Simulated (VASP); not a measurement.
## CdS: geometry relaxation (part 3 of 3)

The same run, continued: CdS (P6₃mc, 4 atoms in the cell); Kohn-Sham DFT of a periodic cell, PBE with D3(BJ), VASP PAW PBE potentials, recommended, no spin polarisation (VASP 6.6.1); cutoff 600 eV, 7×7×4 k-mesh, fermi-dirac of 0.05 eV. The structure derives from an entry of the Crystallography Open Database.

Geometry of the input (Å; fractional positions):
```
4.1500  0.0000  0.0000
-2.0750  3.5940  0.0000
0.0000  0.0000  6.7370
Cd 0.6667  0.3333  0.5000
Cd 0.3333  0.6667  0.0000
S  0.6667  0.3333  0.8750
S  0.3333  0.6667  0.3750
```

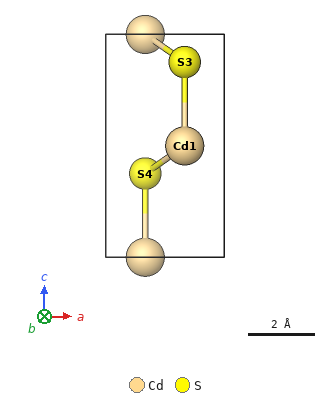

**Figure 1.** The geometry at step 5 of the log (ball-and-stick view of the cell of the calculation, along the b axis; atoms are numbered from 1 in the order of the input).

### Parts of OUTCAR, continued
```
  FORCE on cell =-STRESS in cart. coord.  units (eV):
  Direction    XX          YY          ZZ          XY          YZ          ZX
  --------------------------------------------------------------------------------------
  -------------------------------------------------------------------------------------
  Total       0.01725     0.01725    -0.02068     0.00000     0.00000     0.00000
  in kB       0.27403     0.27403    -0.32860     0.00000     0.00000     0.00000
  external pressure =        0.07 kB  Pullay stress =        0.00 kB

 VOLUME and BASIS-vectors are now :
 -----------------------------------------------------------------------------
  energy-cutoff  :      600.00
  volume of cell :      100.84
      direct lattice vectors                 reciprocal lattice vectors
     4.148572609  0.000000000  0.000000000     0.241046763  0.139168414 -0.000000000
    -2.074286304  3.592769269  0.000000000     0.000000000  0.278336827  0.000000000
     0.000000000  0.000000000  6.765728792     0.000000000  0.000000000  0.147803737

 POSITION                                       TOTAL-FORCE (eV/Angst)
 -----------------------------------------------------------------------------------
      2.07429      1.19759      3.37980        -0.000000     -0.000000     -0.000019
     -0.00000      2.39518      6.76266        -0.000000      0.000000     -0.000019
      2.07429      1.19759      5.92308         0.000000     -0.000000      0.000019
     -0.00000      2.39518      2.54022         0.000000     -0.000000      0.000019
 -----------------------------------------------------------------------------------
    total drift:                               -0.000000      0.000000     -0.000829

  FREE ENERGIE OF THE ION-ELECTRON SYSTEM (eV)
  ---------------------------------------------------
  free  energy   TOTEN  =       -13.4773580268 eV

  energy  without entropy=      -13.4773578516  energy(sigma->0) =      -13.47735794

--------------------------------------- Ionic step       11  -------------------------------------------

 number of electron      36.0000007 magnetization

 Free energy of the ion-electron system (eV)
  ---------------------------------------------------
  ext. energy  EPLUGINS =         0.00000000
  ---------------------------------------------------
  free energy    TOTEN  =       -12.27302368 eV

  energy without entropy =      -12.27302351  energy(sigma->0) =      -12.27302359

 E-fermi :   1.8015     XC(G=0):  -9.0685     alpha+bet : -6.9764

 val. band max:        1.1783807720   @ k =   0.0000   0.0000   0.0000
 cond. band min:       2.3645330554   @ k =   0.0000   0.0000   0.0000
 fundamental gap:      1.1861522834
 Fermi energy:         1.8015138376

 k-point     1 :       0.0000    0.0000    0.0000
  band No.  band energies     occupation
      1     -11.0995      2.00000
      2     -10.6836      2.00000
      3      -6.4783      2.00000
      4      -6.4694      2.00000
      5      -6.4694      2.00000
      6      -6.3879      2.00000
      7      -6.3879      2.00000
      8      -6.0695      2.00000
      9      -6.0695      2.00000
     10      -5.9821      2.00000
     11      -5.9821      2.00000
     12      -5.6534      2.00000
     13      -3.1220      2.00000
     14       0.4423      2.00000
     15       0.4423      2.00000
     16       1.1278      2.00000
     17       1.1784      1.99999
     18       1.1784      1.99999
     19       2.3645      0.00003
     20       3.9751      0.00000
     21       7.6675      0.00000
     22       7.6675      0.00000

 k-point     2 :       0.1429   -0.0000    0.0000
  band No.  band energies     occupation
      1     -11.0306      2.00000
      2     -10.6535      2.00000
      3      -6.4552      2.00000
      4      -6.4417      2.00000
      5      -6.4169      2.00000
      6      -6.3542      2.00000
      7      -6.3486      2.00000
      8      -6.0844      2.00000
      9      -6.0687      2.00000
     10      -6.0098      2.00000
     11      -5.9762      2.00000
     12      -5.6066      2.00000
     13      -2.9867      2.00000
     14      -0.3086      2.00000
     15       0.2002      2.00000
     16       0.2055      2.00000
     17       0.9850      2.00000
     18       1.0398      2.00000
     19       3.3024      0.00000
     20       4.6696      0.00000
     21       7.0756      0.00000
     22       7.9511      0.00000

 k-point     3 :       0.2857   -0.0000    0.0000
  band No.  band energies     occupation
      1     -10.8668      2.00000
      2     -10.5932      2.00000
      3      -6.4065      2.00000
      4      -6.3906      2.00000
      5      -6.2923      2.00000
      6      -6.2597      2.00000
      7      -6.2205      2.00000
      8      -6.1130      2.00000
      9      -6.0479      2.00000
     10      -6.0352      2.00000
     11      -5.9626      2.00000
     12      -5.5082      2.00000
     13      -2.7191      2.00000
     14      -1.4704      2.00000
     15      -1.0233      2.00000
     16      -0.2637      2.00000
     17       0.5586      2.00000
     18       0.7253      2.00000
     19       4.3529      0.00000
     20       5.2168      0.00000
     21       6.6291      0.00000
     22       7.4505      0.00000

 k-point     4 :       0.4286   -0.0000    0.0000
  band No.  band energies     occupation
      1     -10.7174      2.00000
      2     -10.5624      2.00000
      3      -6.3814      2.00000
      4      -6.3640      2.00000
      5      -6.2044      2.00000
      6      -6.1913      2.00000
      7      -6.1525      2.00000
      8      -6.1093      2.00000
      9      -6.0077      2.00000
     10      -5.9479      2.00000
     11      -5.8129      2.00000
     12      -5.4936      2.00000
     13      -2.8363      2.00000
     14      -2.1582      2.00000
     15      -1.4596      2.00000
     16      -0.6019      2.00000
     17       0.0209      2.00000
     18       0.4780      2.00000
     19       4.8281      0.00000
     20       5.0965      0.00000
     21       6.3390      0.00000
     22       7.4643      0.00000

 k-point     5 :       0.1429    0.1429    0.0000
  band No.  band energies     occupation
      1     -10.9139      2.00000
      2     -10.6086      2.00000
      3      -6.4110      2.00000
      4      -6.4093      2.00000
      5      -6.3189      2.00000
      6      -6.3042      2.00000
      7      -6.2556      2.00000
      8      -6.0994      2.00000
      9      -6.0674      2.00000
     10      -6.0364      2.00000
     11      -5.9651      2.00000
     12      -5.5329      2.00000
     13      -2.7749      2.00000
     14      -1.0184      2.00000
     15      -0.8435      2.00000
     16      -0.2044      2.00000
     17       0.6860      2.00000
     18       0.7145      2.00000
     19       4.2124      0.00000
     20       5.4569      0.00000
     21       6.7662      0.00000
     22       7.2574      0.00000

 [... the levels of 18 k-points are left out ...]

 k-point    24 :       0.2857    0.2857    0.5000
  band No.  band energies     occupation
      1     -10.5955      2.00000
      2     -10.5955      2.00000
      3      -6.3020      2.00000
      4      -6.3020      2.00000
      5      -6.2743      2.00000
      6      -6.2743      2.00000
      7      -6.0898      2.00000
      8      -6.0898      2.00000
      9      -6.0285      2.00000
     10      -6.0285      2.00000
     11      -5.5426      2.00000
     12      -5.5426      2.00000
     13      -2.7381      2.00000
     14      -2.7381      2.00000
     15      -1.0539      2.00000
     16      -1.0539      2.00000
     17       0.0516      2.00000
     18       0.0516      2.00000
     19       5.4798      0.00000
     20       5.4798      0.00000
     21       7.1982      0.00000
     22       7.1982      0.00000

------------------------ aborting loop because EDIFF is reached ----------------------------------------

 Edisp (eV)   -1.20433

 E8    (eV) :    -0.4907

  FORCE on cell =-STRESS in cart. coord.  units (eV):
  Direction    XX          YY          ZZ          XY          YZ          ZX
  --------------------------------------------------------------------------------------
  -------------------------------------------------------------------------------------
  Total       0.01950     0.01950    -0.01681     0.00000     0.00000     0.00000
  in kB       0.30979     0.30979    -0.26711     0.00000     0.00000     0.00000
  external pressure =        0.12 kB  Pullay stress =        0.00 kB

 VOLUME and BASIS-vectors are now :
 -----------------------------------------------------------------------------
  energy-cutoff  :      600.00
  volume of cell :      100.84
      direct lattice vectors                 reciprocal lattice vectors
     4.148611976  0.000000000  0.000000000     0.241044476  0.139167093 -0.000000000
    -2.074305988  3.592803362  0.000000000     0.000000000  0.278334186  0.000000000
     0.000000000  0.000000000  6.765755595     0.000000000  0.000000000  0.147803152

 POSITION                                       TOTAL-FORCE (eV/Angst)
 -----------------------------------------------------------------------------------
      2.07431      1.19760      3.37982        -0.000000      0.000000     -0.000347
     -0.00000      2.39520      6.76270        -0.000000     -0.000000     -0.000347
      2.07431      1.19760      5.92310         0.000000     -0.000000      0.000347
     -0.00000      2.39520      2.54022         0.000000      0.000000      0.000347
 -----------------------------------------------------------------------------------
    total drift:                               -0.000000      0.000000     -0.000592

  FREE ENERGIE OF THE ION-ELECTRON SYSTEM (eV)
  ---------------------------------------------------
  free  energy   TOTEN  =       -13.4773579841 eV

  energy  without entropy=      -13.4773578089  energy(sigma->0) =      -13.47735790

 reached required accuracy - stopping structural energy minimisation
```

### CONTCAR
```
CdS
   1.00000000000000
     4.1486119764295522    0.0000000000000000    0.0000000000000000
    -2.0743059882147761    3.5928033620269457    0.0000000000000000
     0.0000000000000000    0.0000000000000000    6.7657555954633146
  Cd              S
     2     2
Direct
     0.6666666667000030    0.3333333332999970    0.4995476739512409
     0.3333333332999970    0.6666666667000030    0.9995476739512411
     0.6666666667000030    0.3333333332999970    0.8754523260487589
     0.3333333332999970    0.6666666667000030    0.3754523260487591

  0.00000000E+00  0.00000000E+00  0.00000000E+00
  0.00000000E+00  0.00000000E+00  0.00000000E+00
  0.00000000E+00  0.00000000E+00  0.00000000E+00
  0.00000000E+00  0.00000000E+00  0.00000000E+00
```

### Trajectory as extended XYZ (Å, eV, eV/Å), 11 frames, from step=0 to step=10
```
4
Lattice="4.1500 0.0000 0.0000 -2.0750 3.5940 0.0000 0.0000 0.0000 6.7370" Properties=species:S:1:pos:R:3:forces:R:3 step=0 energy=-13.47612
Cd    2.0750    1.1980    3.3685    0.0000   0.0000  -0.0673
Cd    0.0000    2.3960    0.0000    0.0000   0.0000  -0.0673
S     2.0750    1.1980    5.8949    0.0000   0.0000   0.0673
S     0.0000    2.3960    2.5264    0.0000   0.0000   0.0673
4
Lattice="4.1497 0.0000 0.0000 -2.0749 3.5938 0.0000 0.0000 0.0000 6.7712" Properties=species:S:1:pos:R:3:forces:R:3 step=1 energy=-13.47730
Cd    2.0749    1.1979    3.3824    0.0000   0.0000   0.0061
Cd    0.0000    2.3959    6.7680    0.0000   0.0000   0.0061
S     2.0749    1.1979    5.9281    0.0000   0.0000  -0.0061
S     0.0000    2.3959    2.5425    0.0000   0.0000  -0.0061
4
Lattice="4.1498 0.0000 0.0000 -2.0749 3.5938 0.0000 0.0000 0.0000 6.7654" Properties=species:S:1:pos:R:3:forces:R:3 step=2 energy=-13.47735
Cd    2.0749    1.1979    3.3800    0.0000   0.0000  -0.0059
Cd    0.0000    2.3959    6.7627    0.0000   0.0000  -0.0059
S     2.0749    1.1979    5.9224    0.0000   0.0000   0.0059
S     0.0000    2.3959    2.5397    0.0000   0.0000   0.0059
4
Lattice="4.1498 0.0000 0.0000 -2.0749 3.5938 0.0000 0.0000 0.0000 6.7660" Properties=species:S:1:pos:R:3:forces:R:3 step=3 energy=-13.47735
Cd    2.0749    1.1979    3.3802    0.0000   0.0000  -0.0046
Cd    0.0000    2.3959    6.7632    0.0000   0.0000  -0.0046
S     2.0749    1.1979    5.9230    0.0000   0.0000   0.0046
S     0.0000    2.3959    2.5400    0.0000   0.0000   0.0046
4
Lattice="4.1498 0.0000 0.0000 -2.0749 3.5938 0.0000 0.0000 0.0000 6.7665" Properties=species:S:1:pos:R:3:forces:R:3 step=4 energy=-13.47735
Cd    2.0749    1.1979    3.3805    0.0000   0.0000  -0.0034
Cd    0.0000    2.3959    6.7637    0.0000   0.0000  -0.0034
S     2.0749    1.1979    5.9235    0.0000   0.0000   0.0034
S     0.0000    2.3959    2.5403    0.0000   0.0000   0.0034
4
Lattice="4.1487 0.0000 0.0000 -2.0743 3.5928 0.0000 0.0000 0.0000 6.7658" Properties=species:S:1:pos:R:3:forces:R:3 step=5 energy=-13.47736
Cd    2.0743    1.1976    3.3798    0.0000   0.0000   0.0002
Cd    0.0000    2.3952    6.7627    0.0000   0.0000   0.0002
S     2.0743    1.1976    5.9231    0.0000   0.0000  -0.0002
S     0.0000    2.3952    2.5402    0.0000   0.0000  -0.0002
4
Lattice="4.1476 0.0000 0.0000 -2.0738 3.5919 0.0000 0.0000 0.0000 6.7650" Properties=species:S:1:pos:R:3:forces:R:3 step=6 energy=-13.47734
Cd    2.0738    1.1973    3.3792    0.0000   0.0000   0.0036
Cd    0.0000    2.3946    6.7618    0.0000   0.0000   0.0036
S     2.0738    1.1973    5.9227    0.0000   0.0000  -0.0036
S     0.0000    2.3946    2.5402    0.0000   0.0000  -0.0036
4
Lattice="4.1482 0.0000 0.0000 -2.0741 3.5924 0.0000 0.0000 0.0000 6.7655" Properties=species:S:1:pos:R:3:forces:R:3 step=7 energy=-13.47735
Cd    2.0741    1.1975    3.3796    0.0000   0.0000   0.0015
Cd    0.0000    2.3950    6.7623    0.0000   0.0000   0.0015
S     2.0741    1.1975    5.9229    0.0000   0.0000  -0.0015
S     0.0000    2.3950    2.5402    0.0000   0.0000  -0.0015
4
Lattice="4.1485 0.0000 0.0000 -2.0742 3.5927 0.0000 0.0000 0.0000 6.7657" Properties=species:S:1:pos:R:3:forces:R:3 step=8 energy=-13.47736
Cd    2.0742    1.1976    3.3797    0.0000   0.0000   0.0001
Cd    0.0000    2.3951    6.7626    0.0000   0.0000   0.0001
S     2.0742    1.1976    5.9230    0.0000   0.0000  -0.0001
S     0.0000    2.3951    2.5402    0.0000   0.0000  -0.0001
4
Lattice="4.1486 0.0000 0.0000 -2.0743 3.5928 0.0000 0.0000 0.0000 6.7657" Properties=species:S:1:pos:R:3:forces:R:3 step=9 energy=-13.47736
Cd    2.0743    1.1976    3.3798    0.0000   0.0000   0.0000
Cd    0.0000    2.3952    6.7627    0.0000   0.0000   0.0000
S     2.0743    1.1976    5.9231    0.0000   0.0000   0.0000
S     0.0000    2.3952    2.5402    0.0000   0.0000   0.0000
4
Lattice="4.1486 0.0000 0.0000 -2.0743 3.5928 0.0000 0.0000 0.0000 6.7658" Properties=species:S:1:pos:R:3:forces:R:3 step=10 energy=-13.47736
Cd    2.0743    1.1976    3.3798    0.0000   0.0000  -0.0003
Cd    0.0000    2.3952    6.7627    0.0000   0.0000  -0.0003
S     2.0743    1.1976    5.9231    0.0000   0.0000   0.0003
S     0.0000    2.3952    2.5402    0.0000   0.0000   0.0003
```

### Results in brief

- outcome: converged
- space group (tolerance 0.01 Å): P6₃mc (186)
- electrons treated: 36
- free energy: −13.4774 eV
- dispersion energy: −1.2043 eV
- Fermi energy: 1.802 eV
- gap on the k-point mesh: 1.19 eV
- pressure: 0.01 GPa
- final volume: 100.84 Å³
- largest force (length of the vector) at the end: under 0.001 eV/Å
- final cell: a = 4.149 Å, b = 4.149 Å, c = 6.766 Å, α = 90.00°, β = 90.00°, γ = 120.00°
- wall time: 1.8 min
- peak memory: 0.29 GiB
